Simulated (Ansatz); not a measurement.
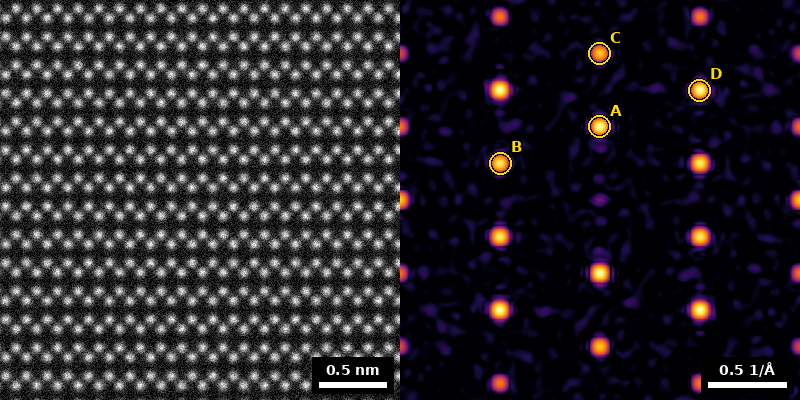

HAADF-like image of a crystal. The image is simulated as a sum over atoms of Z^1.6, blurred by a 0.50 Å probe (no channelling). The probe carries 15 % of its weight in a tail 2.5 times as wide. The display is stretched by a gamma of 0.65; percentages refer to the linear signal. Shot noise was added.

The right panel is the modulus of the image's Fourier transform on a logarithmic scale.

> Which lattice spacings do the marked spots stand for, and what angle do A and B enclose?

A: 2.1 Å, B: 1.5 Å, C: 1.1 Å, D: 1.0 Å; A and B enclose about 70°.

The crystal is Ni (P6_3/mmc, No. 194) along [201]; the spots are (010), (-1 1 2), (020) and (1 1 -2). Structure used: the end point of a relaxation with DFT, PBEsol, plane waves (420 eV) with PAW, scalar-relativistic (Ansatz); the starting structure was generated, so it need not be a known form of this composition.
